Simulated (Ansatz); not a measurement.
**Geometry relaxation, with input and output: TiCo (part 1 of 2)**

System: TiCo (Pm-3m, 2 atoms in the cell).
Method: DFT r2SCAN, scalar-relativistic, plane waves, PAW, spin-polarised (Ansatz 0.2.0).

The structure was made by swapping elements on the sites of another compound; it need not be a known phase. It belongs to a series of runs on one base structure; here: Sc -> Ti on all its sites, cell and atoms relaxed. Figures and captions count atoms from 1; the log counts them from 0 in places.

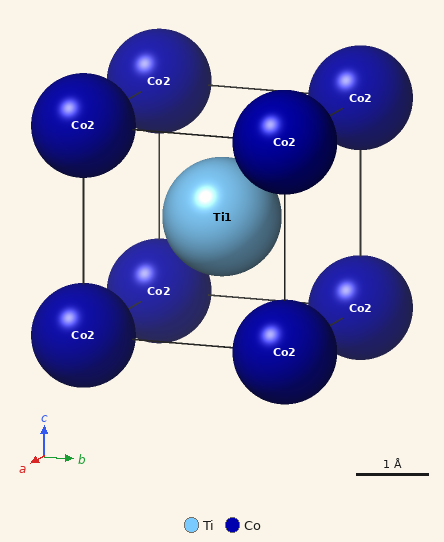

The structure as given in the input (spheres-only view of the cell of the calculation, seen slightly off an axis; atoms are numbered from 1 in the order of the input). An atom can appear more than once, as a periodic image.

Input:
```yaml
crystal:
  lattice:
    - [2.9898358497, 0.0, 0.0]
    - [0.0, 2.9898358497, 0.0]
    - [0.0, 0.0, 2.9898358497]
  atoms:
    - { symbol: Ti, position: [0.5, 0.5, 0.5], spin: -0.27 }
    - { symbol: Co, position: [0.0, 0.0, 0.0], spin: 1.55 }
basis:
  ecutwfc: 500
kpoints:
  mp_grid: { grid: [14, 14, 14] }
hamiltonian:
  xc: r2scan
scf:
  occupations: { method: gaussian, width: 0.1 }
output:
  forces: true
  stress: true
  eigenvalues: true
  populations: true
magnetization:
  spin_polarized: true
relax:
  adjacent_minimum: "off"
  f_tol: 0.01
  max_steps: 60
  cell: { stress_tol: 0.1 }
```

Launch command:
```bash
ansatz run input.yaml --threads 1 --pin off --max-ram 2560MiB --backend cpu --events-out ev --progress --plain --runs-dir out
```

The program's output:
```
Engine: ansatz 0.2.0, aarch64-unknown-linux-gnu
Pseudopotentials: kind: paw
Pseudopotential: Ti, paw, valence charge 12, recommended cutoff 500 eV (meta_gga), Ti.paw.azcp
Pseudopotential: Co, paw, valence charge 17, recommended cutoff 500 eV (meta_gga), Co.paw.azcp
Functional definition: r2SCAN
  parameter k0 = 0.174
  parameter k1 = 0.065
  parameter a1 = 4.9479
  exchange = r2scan_x(k0 = k0, k1 = k1, a1 = a1)
  correlation = r2scan_c
Crystal: 2 atoms, lattice volume = 26.726 Å³
Basis set: ecut = 500 eV, 691 PW (Γ), exchange–correlation on 96×96×96 points (64 copies of the dense FFT grid, shifted against one another)
Bands: 20, of which v1, the nominal top of the filled ones, is band 15 counted from 1 (14 counted from 0)
Symmetry: 48 space group operations
Space group: Pm-3m (ITA 221), of the structure as read, at distance tolerance 3.0e-5 Å
Magnetic group: BNS 221.92 (UNI 1594), of the structure as read, at distance tolerance 3.0e-5 Å
k-points: 120 of 2744
Non-local potential: Ti, projectors of the file, l = 0: 3, l = 1: 2, l = 2: 3, l = 3: 1
Non-local potential: Co, projectors of the file, l = 0: 3, l = 1: 2, l = 2: 3, l = 3: 1
PAW form: soft (Blöchl's): semilocal exchange-correlation on the pseudo side does not see the compensation charge
PAW frozen core: Ti, regenerated for the run's functional (the file was generated under x = pbe(κ = 0.804, μ = 0.2195149727645171), c = pbe(β = 0.06672455060314922))
PAW frozen core: Co, regenerated for the run's functional (the file was generated under x = pbe(κ = 0.804, μ = 0.2195149727645171), c = pbe(β = 0.06672455060314922))
PAW one-centre angular grid: Ti, 590 points (default); XC on 160 Gauss nodes
PAW one-centre angular grid: Co, 590 points (default); XC on 160 Gauss nodes
Initial density: superposition of atomic densities (chi_scale 0.1, normalization cell)
Starting moments: Σ|m| = 1.82 μB on 2 of 2 sites
Initial wavefunctions: pseudopotential atomic-orbital guess
Functional: x = r2scan, c = r2scan; τ floored in thin density (d = 2e-4 eV/Å³)
SCF iter   1: F=—  HF=-7636.406180 eV  |F-HF|=—  |Δ(HF+E_count)|=         —  Δρ=5.57e-2 (↑3.88e-2 ↓5.57e-2)  dr2=1.80e0  dr2_τ=1.35e-2  dr2_m=7.20e-2  M=0.996 μB ∫|m|=1.839 μB  β_m=1.00  ethr=3.10e-3  ⟨swp⟩=3.9  Hψ=17909  notcnv=0
Mixer restart at iter 1: flushing history
preconditioner: auto → none  [metal: Δε(μ)=0.027 eV  Ē_g=5.699 eV  σ=0.100 eV  W_gap=0.15  n_scr=6 (ndim 8)  ℏωp=25.9 eV  f_vac=0.000  D(μ)=0.59/eV (n_scr^D=0)  sad-step TF]
SCF iter   2: F=—  HF=-7636.152442 eV  |F-HF|=—  |Δ(HF+E_count)|=   2.54e-1  Δρ=3.00e-2 (↑2.73e-2 ↓3.00e-2)  dr2=9.91e-1  dr2_τ=5.29e-3  dr2_m=6.97e-3  M=0.954 μB ∫|m|=1.911 μB  β_m=1.00  ethr=3.10e-3  ⟨swp⟩=3.0  Hψ=11149  notcnv=0  defer=184  κ⁻¹=1.0e0(r=1)
SCF iter   3: F=—  HF=-7636.375890 eV  |F-HF|=—  |Δ(HF+E_count)|=   2.23e-1  Δρ=1.51e-2 (↑1.42e-2 ↓1.51e-2)  dr2=1.13e-1  dr2_τ=2.79e-3  dr2_m=2.45e-4  M=0.932 μB ∫|m|=1.958 μB  β_m=1.00  ethr=3.10e-3  ⟨swp⟩=2.4  Hψ=7682  notcnv=0  defer=184  κ⁻¹=7.1e-1(r=2)
SCF iter   4: F=—  HF=-7636.554068 eV  |F-HF|=—  |Δ(HF+E_count)|=         —  Δρ=7.61e-3 (↑7.34e-3 ↓7.61e-3)  dr2=1.85e-2  dr2_τ=5.05e-4  dr2_m=2.42e-4  M=0.904 μB ∫|m|=1.986 μB  β_m=1.00  ethr=3.90e-4  ⟨swp⟩=2.6  Hψ=9208  notcnv=0  defer=187
Mixer restart at iter 4: flushing history
SCF iter   5: F=—  HF=-7636.649910 eV  |F-HF|=—  |Δ(HF+E_count)|=   9.58e-2  Δρ=5.25e-3 (↑4.86e-3 ↓5.25e-3)  dr2=7.21e-3  dr2_τ=2.82e-4  dr2_m=9.63e-5  M=0.900 μB ∫|m|=1.981 μB  β_m=1.00  ethr=6.39e-5  ⟨swp⟩=2.1  Hψ=7221  notcnv=0  defer=187  κ⁻¹=1.0e0(r=1)
SCF iter   6: F=—  HF=-7636.740432 eV  |F-HF|=—  |Δ(HF+E_count)|=   9.05e-2  Δρ=3.19e-3 (↑2.63e-3 ↓3.19e-3)  dr2=4.86e-3  dr2_τ=3.06e-5  dr2_m=5.49e-5  M=0.894 μB ∫|m|=1.968 μB  β_m=1.00  ethr=2.49e-5  ⟨swp⟩=2.0  Hψ=9403  notcnv=0  defer=187  κ⁻¹=6.0e-1(r=2)
SCF iter   7: F=—  HF=-7636.757896 eV  |F-HF|=—  |Δ(HF+E_count)|=   1.75e-2  Δρ=1.76e-3 (↑1.48e-3 ↓1.76e-3)  dr2=1.68e-3  dr2_τ=1.05e-5  dr2_m=2.81e-5  M=0.892 μB ∫|m|=1.963 μB  β_m=1.00  ethr=1.68e-5  ⟨swp⟩=2.0  Hψ=7260  notcnv=0  defer=187  κ⁻¹=1.2e-2(r=3)
SCF iter   8: F=—  HF=-7636.762533 eV  |F-HF|=—  |Δ(HF+E_count)|=   4.64e-3  Δρ=8.13e-4 (↑5.67e-4 ↓8.13e-4)  dr2=3.10e-4  dr2_τ=2.72e-6  dr2_m=9.54e-6  M=0.892 μB ∫|m|=1.957 μB  β_m=1.00  ethr=5.78e-6  ⟨swp⟩=2.0  Hψ=6247  notcnv=0  defer=187  κ⁻¹=4.2e-3(r=4)
SCF iter   9: F=—  HF=-7636.763579 eV  |F-HF|=—  |Δ(HF+E_count)|=   1.05e-3  Δρ=1.04e-4 (↑1.04e-4 ↓9.12e-5)  dr2=2.18e-6  dr2_τ=1.84e-7  dr2_m=6.67e-7  M=0.892 μB ∫|m|=1.952 μB  β_m=1.00  ethr=1.07e-6  ⟨swp⟩=2.0  Hψ=8379  notcnv=0  defer=186  κ⁻¹=1.5e-3(r=5)
SCF iter  10: F=—  HF=-7636.763603 eV  |F-HF|=—  |Δ(HF+E_count)|=   2.46e-5  Δρ=4.79e-5 (↑4.79e-5 ↓4.06e-5)  dr2=2.73e-7  dr2_τ=2.56e-8  dr2_m=1.57e-7  M=0.892 μB ∫|m|=1.951 μB  β_m=1.00  ethr=7.53e-9  ⟨swp⟩=2.0  Hψ=8412  notcnv=0  defer=186  κ⁻¹=4.6e-5(r=6)
SCF iter  11: F=—  HF=-7636.763611 eV  |F-HF|=—  |Δ(HF+E_count)|=   7.12e-6  Δρ=3.07e-5 (↑3.07e-5 ↓1.86e-5)  dr2=1.64e-7  dr2_τ=5.44e-9  dr2_m=2.82e-8  M=0.892 μB ∫|m|=1.951 μB  β_m=1.00  ethr=9.43e-10  ⟨swp⟩=2.1  Hψ=8341  notcnv=0  defer=186  κ⁻¹=8.1e-6(r=7)
SCF iter  12: F=—  HF=-7636.763612 eV  |F-HF|=—  |Δ(HF+E_count)|=   1.08e-6  Δρ=1.02e-5 (↑1.02e-5 ↓7.48e-6)  dr2=8.63e-9  dr2_τ=5.62e-10  dr2_m=1.26e-8  M=0.892 μB ∫|m|=1.950 μB  β_m=1.00  ethr=5.66e-10  ⟨swp⟩=2.0  Hψ=8301  notcnv=0  defer=186  κ⁻¹=1.3e-6(r=8)
SCF iter  13: F=—  HF=-7636.763612 eV  |F-HF|=—  |Δ(HF+E_count)|=   1.25e-7  Δρ=6.91e-6 (↑4.02e-6 ↓6.91e-6)  dr2=2.19e-8  dr2_τ=1.42e-10  dr2_m=8.56e-10  M=0.892 μB ∫|m|=1.950 μB  β_m=1.00  ethr=2.98e-11  ⟨swp⟩=5.6  Hψ=18137  notcnv=0  κ⁻¹=1.1e-7(r=8)
SCF iter  14: F=-7636.763612 eV  HF=-7636.763612 eV  |F-HF|=2.45e-9  |Δ(HF+E_count)|=   6.50e-8  Δρ=1.86e-6 (↑1.30e-6 ↓1.86e-6)  dr2=1.68e-9  dr2_τ=5.98e-11  dr2_m=1.82e-10  M=0.892 μB ∫|m|=1.950 μB  ethr=2.98e-11  ⟨swp⟩=3.5  Hψ=13080  notcnv=0
SCF 1 converged in 14 iterations: F = -7636.763612 eV  dr2 = 1.68e-9
  greatest PAW one-centre occupation: 1.003 electrons in one spin orbital (limit 2), on the Co atom at site 1 (counted from 0), in its partial waves of l = 1
relax step   1: F+E_penalty+E_count = -7636.76361184 eV  Δ(F+E_penalty+E_count) = +0.000e0 eV  max|allowed force component| = 1.545e-29 eV/Å  Δτ_max = 0.0000 Å  P = -0.189 GPa  Ω = 26.726 Å³  (14 SCF iters, dr2 threshold 1.00e-7 eV, accepted)
Crystal: 2 atoms, lattice volume = 26.697 Å³
Initial density: handed on by an earlier stage of this run
Starting moments: Σ|m| = 1.82 μB on 2 of 2 sites; this step starts from the density that it was given
Initial wavefunctions: those handed on with the density
iter 1 solved again at ethr=3.11e-8 eV; its pass at ethr=3.10e-3 eV (dr2=9.01e-6 eV) is discarded
SCF iter   1: F=—  HF=-7636.763605 eV  |F-HF|=—  |Δ(HF+E_count)|=         —  Δρ=2.48e-4 (↑2.48e-4 ↓1.07e-4)  dr2=1.50e-5  dr2_τ=1.23e-5  dr2_m=3.91e-6  M=0.892 μB ∫|m|=1.947 μB  β_m=1.00  ethr=3.11e-8  ⟨swp⟩=2.0  Hψ=23495  notcnv=0
preconditioner: auto → none  [metal: Δε(μ)=0.021 eV  Ē_g=5.240 eV  σ=0.100 eV  W_gap=0.12  n_scr=0 (ndim 8)  ℏωp=25.9 eV  f_vac=0.000  D(μ)=0.80/eV (n_scr^D=6)]
SCF iter   2: F=—  HF=-7636.763641 eV  |F-HF|=—  |Δ(HF+E_count)|=   3.62e-5  Δρ=6.84e-5 (↑6.84e-5 ↓5.78e-5)  dr2=2.10e-6  dr2_τ=5.89e-8  dr2_m=3.27e-8  M=0.892 μB ∫|m|=1.947 μB  β_m=1.00  ethr=3.11e-8  ⟨swp⟩=2.0  Hψ=8318  notcnv=0  κ⁻¹=1.0e0(r=1)
SCF iter   3: F=—  HF=-7636.763644 eV  |F-HF|=—  |Δ(HF+E_count)|=   2.60e-6  Δρ=3.05e-5 (↑2.13e-5 ↓3.05e-5)  dr2=1.44e-7  dr2_τ=1.46e-8  dr2_m=7.35e-8  M=0.892 μB ∫|m|=1.947 μB  β_m=1.00  ethr=7.23e-9  ⟨swp⟩=2.0  Hψ=6310  notcnv=0  κ⁻¹=2.3e-2(r=2)
SCF iter   4: F=—  HF=-7636.763646 eV  |F-HF|=—  |Δ(HF+E_count)|=   2.07e-6  Δρ=2.06e-5 (↑1.43e-5 ↓2.06e-5)  dr2=7.20e-8  dr2_τ=4.19e-9  dr2_m=3.15e-8  M=0.892 μB ∫|m|=1.947 μB  β_m=1.00  ethr=4.96e-10  ⟨swp⟩=2.3  Hψ=7128  notcnv=0  κ⁻¹=9.9e-4(r=3)
SCF iter   5: F=—  HF=-7636.763648 eV  |F-HF|=—  |Δ(HF+E_count)|=   2.16e-6  Δρ=1.46e-5 (↑7.94e-6 ↓1.46e-5)  dr2=6.33e-8  dr2_τ=1.08e-9  dr2_m=9.80e-9  M=0.892 μB ∫|m|=1.946 μB  β_m=1.00  ethr=2.48e-10  ⟨swp⟩=2.0  Hψ=8060  notcnv=0  κ⁻¹=7.9e-5(r=4)
SCF iter   6: F=—  HF=-7636.763649 eV  |F-HF|=—  |Δ(HF+E_count)|=   1.38e-6  Δρ=9.01e-6 (↑4.78e-6 ↓9.01e-6)  dr2=2.56e-8  dr2_τ=1.75e-10  dr2_m=4.66e-9  M=0.892 μB ∫|m|=1.946 μB  β_m=1.00  ethr=2.18e-10  ⟨swp⟩=2.0  Hψ=8177  notcnv=0  κ⁻¹=4.0e-5(r=5)
SCF iter   7: F=—  HF=-7636.763650 eV  |F-HF|=—  |Δ(HF+E_count)|=   6.63e-7  Δρ=4.87e-6 (↑2.92e-6 ↓4.87e-6)  dr2=4.32e-9  dr2_τ=6.97e-11  dr2_m=2.45e-9  M=0.892 μB ∫|m|=1.946 μB  β_m=1.00  ethr=8.82e-11  ⟨swp⟩=2.0  Hψ=8178  notcnv=0  κ⁻¹=8.6e-6(r=6)
SCF iter   8: F=—  HF=-7636.763650 eV  |F-HF|=—  |Δ(HF+E_count)|=   1.89e-7  Δρ=1.66e-6 (↑1.66e-6 ↓1.01e-6)  dr2=5.81e-10  dr2_τ=2.02e-11  dr2_m=1.16e-10  M=0.892 μB ∫|m|=1.946 μB  β_m=1.00  ethr=1.49e-11  ⟨swp⟩=2.7  Hψ=8849  notcnv=0  κ⁻¹=6.1e-7(r=7)
SCF iter   9: F=—  HF=-7636.763650 eV  |F-HF|=—  |Δ(HF+E_count)|=   7.06e-9  Δρ=6.84e-7 (↑6.84e-7 ↓6.64e-7)  dr2=2.81e-10  dr2_τ=7.80e-12  dr2_m=4.49e-12  M=0.892 μB ∫|m|=1.946 μB  β_m=1.00  ethr=2.00e-12  ⟨swp⟩=2.0  Hψ=7902  notcnv=0  κ⁻¹=2.6e-7(r=8)
SCF iter  10: F=-7636.763650 eV  HF=-7636.763650 eV  |F-HF|=3.83e-8  |Δ(HF+E_count)|=   1.55e-8  Δρ=7.91e-6 (↑4.72e-6 ↓7.91e-6)  dr2=4.40e-8  dr2_τ=1.59e-10  dr2_m=6.47e-10  M=0.892 μB ∫|m|=1.946 μB  ethr=1.00e-12  ⟨swp⟩=1.0  Hψ=13975  notcnv=0
SCF 2 converged in 10 iterations: F = -7636.763650 eV  dr2 = 4.40e-8
relax step   2: F+E_penalty+E_count = -7636.76365008 eV  Δ(F+E_penalty+E_count) = -3.824e-5 eV  max|allowed force component| = 6.705e-30 eV/Å  Δτ_max = 0.0000 Å  P = -0.008 GPa  Ω = 26.697 Å³  energy of the carried Pulay correction = +1.993e-5 eV  (10 SCF iters, dr2 threshold 8.93e-8 eV, accepted)
Initial wavefunctions: pseudopotential atomic-orbital guess (no wavefunctions were taken with the density)
iter 1 solved again at ethr=4.09e-9 eV; its pass at ethr=3.10e-3 eV (dr2=1.18e-6 eV) is discarded
```
